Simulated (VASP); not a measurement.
CaSe

Input

```
PREC = Accurate ; ENCUT = 520
EDIFF = 1E-6 ; ISMEAR = 0
SIGMA = 0.01 ; LREAL = F
LASPH = T ; NELM = 100
ALGO = Normal ; ISIF = 2
LWAVE = F ; LCHARG = T
GGA = PE ; LHFCALC = T
HFSCREEN = 0.2079 ; PRECFOCK = Normal
LELF = T ; LVHAR = T
ISTART = 1 ; NBANDS = 15
```

Run with:

```sh
cat potpaw_PBE.64/Ca_sv/POTCAR potpaw_PBE.64/Se/POTCAR > POTCAR
cp INCAR.step1 INCAR
mpirun -np 1 vasp_std > vasp.out
cp INCAR.step2 INCAR
mpirun -np 1 vasp_std > vasp.out
```

Below, planes, directions and counts refer to the conventional cell (a = 6.53 Å, b = 6.53 Å, c = 6.53 Å, α = 90.00°, β = 90.00°, γ = 90.00°).

Space group F-43m; a generated structure, not necessarily the stable one; changed on purpose from its base cell (hydrostatic strain -0.5%).

Computed with Kohn-Sham DFT of a periodic cell, HSE06, VASP PAW PBE potentials, recommended (VASP 6.6.1).

**What can the converged valence pseudo-density and electron localisation function tell about the bonding?**

Ca–Se (2.83 Å): ρ at the midpoint is about 0.25 e/Å³, with its minimum of 0.21 e/Å³ about 1.3 Å from Ca; the ELF is about 0.45 at the midpoint: an ionic contact with no shared pair.

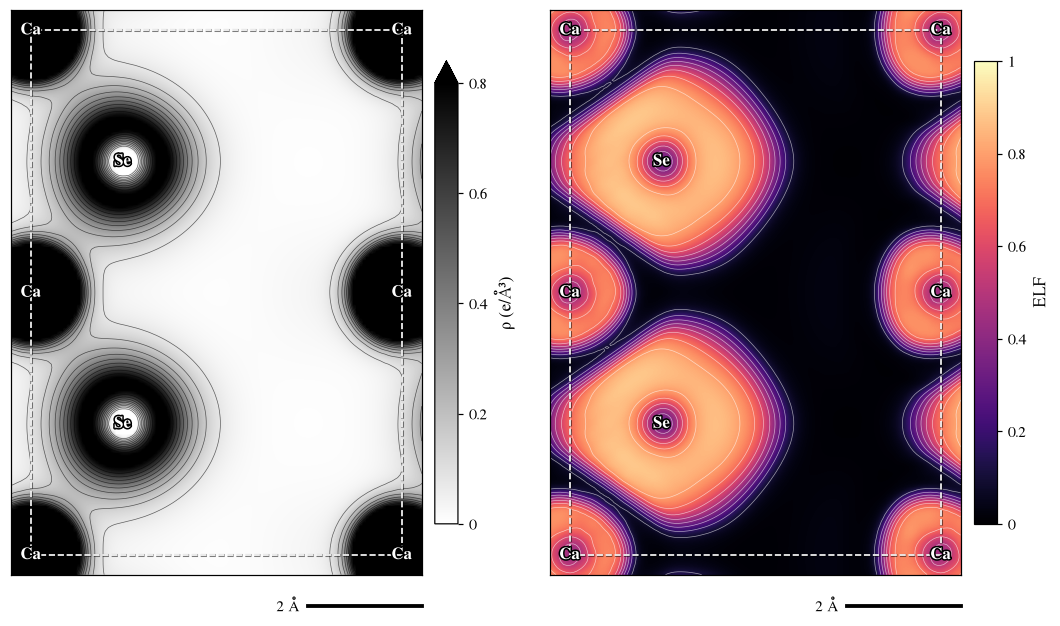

Computed valence pseudo-density and electron localisation function on the (110) plane of the conventional cell, in this order. 

In a PAW calculation such maps are meaningful between the atoms, not at the nuclei.
